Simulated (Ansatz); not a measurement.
# Geometry relaxation of Ta3N (part 1 of 2)

Ta3N (P-3m1, 4 atoms in the cell), computed with DFT r2SCAN, scalar-relativistic, plane waves, PAW, no spin polarisation (Ansatz 0.2.0).

The structure derives from a Materials Project entry. Figures and captions count atoms from 1; the log counts them from 0 in places.

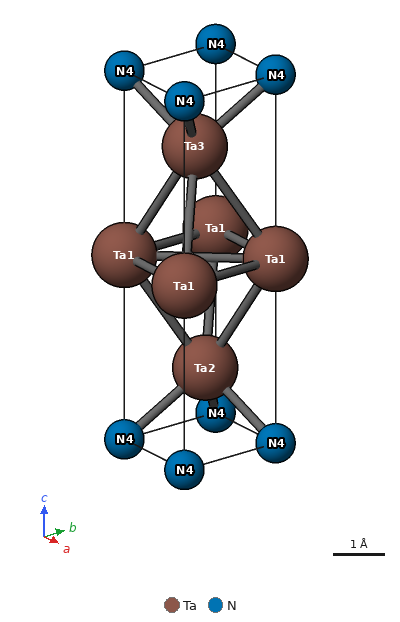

The input geometry (ball-and-stick view of the cell of the calculation, seen slightly off an axis; atoms are numbered from 1 in the order of the input). An atom can appear more than once, as a periodic image.

**Results in brief**

```json
{"quantity": "outcome", "value": "converged"}
{"quantity": "space group (tolerance 0.01 Å)", "value": "P-3m1 (164)"}
{"quantity": "electrons treated", "value": "44"}
{"quantity": "free energy", "value": "−30219.9382 eV"}
{"quantity": "Fermi energy", "value": "19.142 eV"}
{"quantity": "gap on the k-point mesh", "value": "none (metallic)"}
{"quantity": "pressure", "value": "0.02 GPa"}
{"quantity": "final volume", "value": "58.88 Å³"}
{"quantity": "largest force (length of the vector) at the end", "value": "0.003 eV/Å"}
{"quantity": "final cell", "value": "a = 2.990 Å, b = 2.990 Å, c = 7.603 Å, α = 90.00°, β = 90.00°, γ = 120.00°"}
{"quantity": "hardware", "value": "1 thread of Intel Xeon @ 2.50GHz (Skylake/Cascade Lake), 189 GiB of memory available, shared host"}
{"quantity": "wall time", "value": "7 min"}
{"quantity": "peak memory", "value": "0.76 GiB"}
```

**Remarks**

Spin–orbit coupling is left out, which matters for Ta.

**Input file**
```yaml
crystal:
  lattice:
    - [3.0322239879, 0.0, 0.0]
    - [-1.516111994, 2.6259830035, 0.0]
    - [0.0, 0.0, 7.524137]
  atoms:
    - { symbol: Ta, position: [0.0, 0.0, 0.5] }
    - { symbol: Ta, position: [0.33333333, 0.66666667, 0.17393] }
    - { symbol: Ta, position: [0.66666667, 0.33333333, 0.82607] }
    - { symbol: "N", position: [0.0, 0.0, 0.0] }
basis:
  ecutwfc: 500
kpoints:
  mp_grid: { grid: [18, 18, 6] }
hamiltonian:
  xc: r2scan
scf:
  occupations: { method: gaussian, width: 0.1 }
output:
  forces: true
  stress: true
  eigenvalues: true
relax:
  adjacent_minimum: "off"
  f_tol: 0.005
  max_steps: 80
  cell: { stress_tol: 0.05 }
```

Run as:
```bash
ansatz run input.yaml --threads 1 --pin off --max-ram 2560MiB --backend cpu --events-out ev --progress --plain --runs-dir out
```

**What the program printed**
```
Engine: ansatz 0.2.0, x86_64-unknown-linux-gnu
Pseudopotentials: kind: paw
Pseudopotential: Ta, paw, valence charge 13, recommended cutoff 500 eV (meta_gga), Ta.paw.azcp
Pseudopotential: N, paw, valence charge 5, recommended cutoff 500 eV (meta_gga), N.paw.azcp
Functional definition: r2SCAN
  parameter k0 = 0.174
  parameter k1 = 0.065
  parameter a1 = 4.9479
  exchange = r2scan_x(k0 = k0, k1 = k1, a1 = a1)
  correlation = r2scan_c
Crystal: 4 atoms, lattice volume = 59.911 Å³
Basis set: ecut = 500 eV, 1539 PW (Γ), exchange–correlation on 96×96×240 points (64 copies of the dense FFT grid, shifted against one another)
Bands: 27, of which v1, the nominal top of the filled ones, is band 22 counted from 1 (21 counted from 0)
Symmetry: 12 space group operations
Space group: P-3m1 (ITA 164), of the structure as read, at distance tolerance 3.9e-5 Å
k-points: 202 of 1944
Non-local potential: Ta, projectors of the file, l = 0: 3, l = 1: 2, l = 2: 2, l = 3: 1
Non-local potential: N, projectors of the file, l = 0: 2, l = 1: 2, l = 2: 1
PAW form: soft (Blöchl's): semilocal exchange-correlation on the pseudo side does not see the compensation charge
PAW frozen core: Ta, regenerated for the run's functional (the file was generated under x = pbe(κ = 0.804, μ = 0.2195149727645171), c = pbe(β = 0.06672455060314922))
PAW frozen core: N, regenerated for the run's functional (the file was generated under x = pbe(κ = 0.804, μ = 0.2195149727645171), c = pbe(β = 0.06672455060314922))
PAW one-centre angular grid: Ta, 590 points (default); XC on 160 Gauss nodes
PAW one-centre angular grid: N, 302 points (default); XC on 160 Gauss nodes
Initial density: superposition of atomic densities (neutral atoms: chi_scale 0, normalization atom), corrected by the library's trained network
Initial wavefunctions: pseudopotential atomic-orbital guess
Functional: x = r2scan, c = r2scan; τ floored in thin density (d = 2e-4 eV/Å³)
SCF iter   1: F=—  HF=-30219.816873 eV  |F-HF|=—  |Δ(HF+E_count)|=         —  Δρ=1.09e-2  dr2=8.35e-2  dr2_τ=1.74e-1  ethr=1.77e-3  ⟨swp⟩=5.2  Hψ=23223  notcnv=0
preconditioner: auto → Kerker (q_TF=auto, 2.591 Å⁻¹)  [metal: Δε(μ)=0.010 eV  Ē_g=7.289 eV  σ=0.100 eV  W_gap=0.06  n_scr=24 (ndim 8)  ℏωp=21.5 eV  f_vac=0.000  D(μ)=2.95/eV (n_scr^D=36)]
SCF iter   2: F=—  HF=-30219.914861 eV  |F-HF|=—  |Δ(HF+E_count)|=   9.80e-2  Δρ=7.35e-3  dr2=2.45e-2  dr2_τ=1.61e-3  ethr=1.90e-4  ⟨swp⟩=2.0  Hψ=9983  notcnv=0  defer=32
SCF iter   3: F=—  HF=-30219.917617 eV  |F-HF|=—  |Δ(HF+E_count)|=   2.76e-3  Δρ=2.89e-3  dr2=4.79e-3  dr2_τ=9.36e-4  ethr=5.56e-5  ⟨swp⟩=2.0  Hψ=7178  notcnv=0  defer=32
SCF iter   4: F=—  HF=-30219.917436 eV  |F-HF|=—  |Δ(HF+E_count)|=   1.81e-4  Δρ=1.01e-3  dr2=9.77e-4  dr2_τ=1.59e-4  ethr=1.09e-5  ⟨swp⟩=2.0  Hψ=7290  notcnv=0  defer=32
SCF iter   5: F=—  HF=-30219.917413 eV  |F-HF|=—  |Δ(HF+E_count)|=   2.29e-5  Δρ=4.98e-4  dr2=2.83e-4  dr2_τ=4.08e-6  ethr=2.22e-6  ⟨swp⟩=2.0  Hψ=5629  notcnv=0  defer=32
SCF iter   6: F=—  HF=-30219.917412 eV  |F-HF|=—  |Δ(HF+E_count)|=   1.19e-6  Δρ=2.06e-4  dr2=3.31e-5  dr2_τ=7.60e-7  ethr=6.42e-7  ⟨swp⟩=1.6  Hψ=6174  notcnv=0  defer=32
SCF iter   7: F=—  HF=-30219.917413 eV  |F-HF|=—  |Δ(HF+E_count)|=   4.65e-7  Δρ=2.67e-5  dr2=2.16e-6  dr2_τ=1.05e-7  ethr=7.53e-8  ⟨swp⟩=2.0  Hψ=7407  notcnv=0  defer=35
SCF iter   8: F=-30219.917413 eV  HF=-30219.917413 eV  |F-HF|=2.30e-9  |Δ(HF+E_count)|=   2.81e-8  Δρ=5.52e-6  dr2=2.15e-8  dr2_τ=1.64e-9  ethr=2.27e-10  ⟨swp⟩=5.1  Hψ=23714  notcnv=0
SCF 1 converged in 8 iterations: F = -30219.917413 eV  dr2 = 2.15e-8
  greatest PAW one-centre occupation: 0.998 electrons in one spin orbital (limit 2), on the Ta atom at site 0 (counted from 0), in its partial waves of l = 0
relax step   1: F+E_penalty+E_count = -30219.91741268 eV  Δ(F+E_penalty+E_count) = +0.000e0 eV  max|allowed force component| = 6.059e-2 eV/Å  Δτ_max = 0.0000 Å  P = -3.908 GPa  Ω = 59.911 Å³  (8 SCF iters, dr2 threshold 1.00e-7 eV, accepted)
Crystal: 4 atoms, lattice volume = 56.792 Å³
Basis set: ecut = 500 eV, 1467 PW (Γ), exchange–correlation on 96×96×240 points (64 copies of the dense FFT grid, shifted against one another)
Initial density: handed on by an earlier stage of this run
Initial wavefunctions: those handed on with the density
iter 1 solved again at ethr=1.44e-3 eV; its pass at ethr=3.10e-3 eV (dr2=6.35e-1 eV) is discarded
SCF iter   1: F=—  HF=-30219.689260 eV  |F-HF|=—  |Δ(HF+E_count)|=         —  Δρ=1.19e-2  dr2=6.36e-1  dr2_τ=3.08e-1  ethr=1.44e-3  ⟨swp⟩=1.0  Hψ=36348  notcnv=0
preconditioner: auto → Kerker (q_TF=auto, 2.615 Å⁻¹)  [metal: Δε(μ)=0.013 eV  Ē_g=7.380 eV  σ=0.100 eV  W_gap=0.08  n_scr=24 (ndim 8)  ℏωp=22.0 eV  f_vac=0.000  D(μ)=3.04/eV (n_scr^D=36)]
SCF iter   2: F=—  HF=-30219.875937 eV  |F-HF|=—  |Δ(HF+E_count)|=   1.87e-1  Δρ=4.70e-3  dr2=4.93e-2  dr2_τ=7.08e-3  ethr=1.44e-3  ⟨swp⟩=2.2  Hψ=6623  notcnv=0
SCF iter   3: F=—  HF=-30219.876714 eV  |F-HF|=—  |Δ(HF+E_count)|=   7.77e-4  Δρ=2.59e-3  dr2=2.05e-2  dr2_τ=3.66e-4  ethr=1.12e-4  ⟨swp⟩=1.1  Hψ=6683  notcnv=0  defer=2
SCF iter   4: F=—  HF=-30219.875066 eV  |F-HF|=—  |Δ(HF+E_count)|=   1.65e-3  Δρ=9.89e-4  dr2=1.09e-3  dr2_τ=5.94e-5  ethr=4.66e-5  ⟨swp⟩=2.0  Hψ=6979  notcnv=0  defer=2
SCF iter   5: F=—  HF=-30219.875002 eV  |F-HF|=—  |Δ(HF+E_count)|=   6.37e-5  Δρ=1.97e-4  dr2=2.29e-5  dr2_τ=4.42e-6  ethr=2.47e-6  ⟨swp⟩=2.2  Hψ=7591  notcnv=0  defer=2
SCF iter   6: F=—  HF=-30219.875010 eV  |F-HF|=—  |Δ(HF+E_count)|=   7.97e-6  Δρ=6.43e-5  dr2=6.90e-6  dr2_τ=3.38e-7  ethr=5.21e-8  ⟨swp⟩=2.0  Hψ=8114  notcnv=0  defer=2
SCF iter   7: F=—  HF=-30219.875011 eV  |F-HF|=—  |Δ(HF+E_count)|=   1.77e-7  Δρ=2.80e-5  dr2=8.47e-7  dr2_τ=1.07e-7  ethr=1.57e-8  ⟨swp⟩=2.0  Hψ=7181  notcnv=0  defer=2
SCF iter   8: F=-30219.875011 eV  HF=-30219.875011 eV  |F-HF|=2.18e-8  |Δ(HF+E_count)|=   5.28e-8  Δρ=6.81e-6  dr2=4.20e-8  dr2_τ=6.45e-10  ethr=9.09e-10  ⟨swp⟩=6.9  Hψ=21636  notcnv=0
SCF 2 converged in 8 iterations: F = -30219.875011 eV  dr2 = 4.20e-8
relax step   2: F+E_penalty+E_count = -30219.87501052 eV  Δ(F+E_penalty+E_count) = +4.240e-2 eV  max|allowed force component| = 2.421e-1 eV/Å  Δτ_max = 0.0334 Å  P = +9.426 GPa  Ω = 56.792 Å³  energy of the carried Pulay correction = +1.407e-3 eV  (8 SCF iters, dr2 threshold 4.00e-7 eV, rejected (line search))
Crystal: 4 atoms, lattice volume = 58.933 Å³
Basis set: ecut = 500 eV, 1515 PW (Γ), exchange–correlation on 96×96×240 points (64 copies of the dense FFT grid, shifted against one another)
iter 1 solved again at ethr=8.85e-4 eV; its pass at ethr=3.10e-3 eV (dr2=3.89e-1 eV) is discarded
SCF iter   1: F=—  HF=-30219.839664 eV  |F-HF|=—  |Δ(HF+E_count)|=         —  Δρ=8.70e-3  dr2=3.92e-1  dr2_τ=1.72e-1  ethr=8.85e-4  ⟨swp⟩=1.0  Hψ=31774  notcnv=0  defer=1
preconditioner: auto → Kerker (q_TF=auto, 2.599 Å⁻¹)  [metal: Δε(μ)=0.007 eV  Ē_g=7.362 eV  σ=0.100 eV  W_gap=0.04  n_scr=24 (ndim 8)  ℏωp=21.6 eV  f_vac=0.000  D(μ)=2.85/eV (n_scr^D=36)]
SCF iter   2: F=—  HF=-30219.937630 eV  |F-HF|=—  |Δ(HF+E_count)|=   9.80e-2  Δρ=3.25e-3  dr2=2.77e-2  dr2_τ=3.88e-3  ethr=8.85e-4  ⟨swp⟩=2.2  Hψ=6548  notcnv=0  defer=1
SCF iter   3: F=—  HF=-30219.938154 eV  |F-HF|=—  |Δ(HF+E_count)|=   5.24e-4  Δρ=1.70e-3  dr2=9.10e-3  dr2_τ=1.60e-4  ethr=6.30e-5  ⟨swp⟩=1.0  Hψ=5919  notcnv=0  defer=1
SCF iter   4: F=—  HF=-30219.937412 eV  |F-HF|=—  |Δ(HF+E_count)|=   7.42e-4  Δρ=6.53e-4  dr2=3.76e-4  dr2_τ=3.54e-5  ethr=2.07e-5  ⟨swp⟩=2.0  Hψ=6974  notcnv=0  defer=1
SCF iter   5: F=—  HF=-30219.937385 eV  |F-HF|=—  |Δ(HF+E_count)|=   2.66e-5  Δρ=1.55e-4  dr2=1.42e-5  dr2_τ=3.36e-6  ethr=8.54e-7  ⟨swp⟩=2.0  Hψ=8354  notcnv=0  defer=1
SCF iter   6: F=—  HF=-30219.937389 eV  |F-HF|=—  |Δ(HF+E_count)|=   4.15e-6  Δρ=5.20e-5  dr2=4.21e-6  dr2_τ=2.46e-7  ethr=3.22e-8  ⟨swp⟩=2.0  Hψ=7466  notcnv=0  defer=1
SCF iter   7: F=—  HF=-30219.937391 eV  |F-HF|=—  |Δ(HF+E_count)|=   1.33e-6  Δρ=1.78e-5  dr2=3.74e-7  dr2_τ=3.92e-8  ethr=9.57e-9  ⟨swp⟩=2.0  Hψ=6984  notcnv=0  defer=1
SCF iter   8: F=—  HF=-30219.937391 eV  |F-HF|=—  |Δ(HF+E_count)|=   1.99e-9  Δρ=3.63e-6  dr2=5.99e-9  dr2_τ=1.33e-9  ethr=8.51e-10  ⟨swp⟩=2.0  Hψ=7378  notcnv=0  defer=1
SCF iter   9: F=—  HF=-30219.937391 eV  |F-HF|=—  |Δ(HF+E_count)|=   3.14e-9  Δρ=8.66e-7  dr2=5.28e-10  dr2_τ=2.49e-11  ethr=1.36e-11  ⟨swp⟩=2.0  Hψ=8112  notcnv=0  defer=1
SCF iter  10: F=—  HF=-30219.937391 eV  |F-HF|=—  |Δ(HF+E_count)|=  1.20e-10  Δρ=1.90e-7  dr2=5.43e-11  dr2_τ=1.59e-12  ethr=1.20e-12  ⟨swp⟩=2.4  Hψ=8523  notcnv=0  defer=1
SCF iter  11: F=-30219.937391 eV  HF=-30219.937391 eV  |F-HF|=3.64e-12  |Δ(HF+E_count)|=  7.28e-12  Δρ=2.86e-8  dr2=6.23e-13  dr2_τ=5.26e-14  ethr=1.00e-12  ⟨swp⟩=5.1  Hψ=18262  notcnv=0
SCF 3 converged in 11 iterations: F = -30219.937391 eV  dr2 = 6.23e-13
relax step   3: F+E_penalty+E_count = -30219.93739066 eV  Δ(F+E_penalty+E_count) = -1.998e-2 eV  max|allowed force component| = 2.087e-2 eV/Å  Δτ_max = 0.0075 Å  P = -0.014 GPa  Ω = 58.933 Å³  energy of the carried Pulay correction = +4.333e-4 eV  (11 SCF iters, accepted)
Crystal: 4 atoms, lattice volume = 58.978 Å³
iter 1 solved again at ethr=1.01e-6 eV; its pass at ethr=3.10e-3 eV (dr2=4.46e-4 eV) is discarded
SCF iter   1: F=—  HF=-30219.937527 eV  |F-HF|=—  |Δ(HF+E_count)|=         —  Δρ=9.25e-4  dr2=5.28e-4  dr2_τ=1.92e-3  ethr=1.01e-6  ⟨swp⟩=3.2  Hψ=32029  notcnv=0
preconditioner: auto → Kerker (q_TF=auto, 2.598 Å⁻¹)  [metal: Δε(μ)=0.002 eV  Ē_g=7.301 eV  σ=0.100 eV  W_gap=0.01  n_scr=24 (ndim 8)  ℏωp=21.6 eV  f_vac=0.000  D(μ)=3.03/eV (n_scr^D=36)]
SCF iter   2: F=—  HF=-30219.938407 eV  |F-HF|=—  |Δ(HF+E_count)|=   8.79e-4  Δρ=4.52e-4  dr2=1.16e-4  dr2_τ=9.03e-6  ethr=1.01e-6  ⟨swp⟩=2.0  Hψ=9278  notcnv=0
SCF iter   3: F=—  HF=-30219.938417 eV  |F-HF|=—  |Δ(HF+E_count)|=   1.09e-5  Δρ=2.12e-4  dr2=2.98e-5  dr2_τ=3.34e-6  ethr=2.63e-7  ⟨swp⟩=2.0  Hψ=7015  notcnv=0
SCF iter   4: F=—  HF=-30219.938416 eV  |F-HF|=—  |Δ(HF+E_count)|=   1.64e-6  Δρ=7.37e-5  dr2=3.96e-6  dr2_τ=1.96e-7  ethr=6.76e-8  ⟨swp⟩=2.1  Hψ=6462  notcnv=0
SCF iter   5: F=-30219.938416 eV  HF=-30219.938415 eV  |F-HF|=2.54e-8  |Δ(HF+E_count)|=   2.48e-7  Δρ=2.18e-5  dr2=2.28e-7  dr2_τ=1.29e-8  ethr=9.09e-10  ⟨swp⟩=4.0  Hψ=24685  notcnv=0
SCF 4 converged in 5 iterations: F = -30219.938416 eV  dr2 = 2.28e-7
relax step   4: F+E_penalty+E_count = -30219.93841552 eV  Δ(F+E_penalty+E_count) = -1.025e-3 eV  max|allowed force component| = 1.008e-2 eV/Å  Δτ_max = 0.0024 Å  P = -0.313 GPa  Ω = 58.978 Å³  energy of the carried Pulay correction = +4.132e-4 eV  (5 SCF iters, dr2 threshold 4.00e-7 eV, accepted)
Crystal: 4 atoms, lattice volume = 58.884 Å³
iter 1 solved again at ethr=2.05e-6 eV; its pass at ethr=3.10e-3 eV (dr2=9.02e-4 eV) is discarded
```
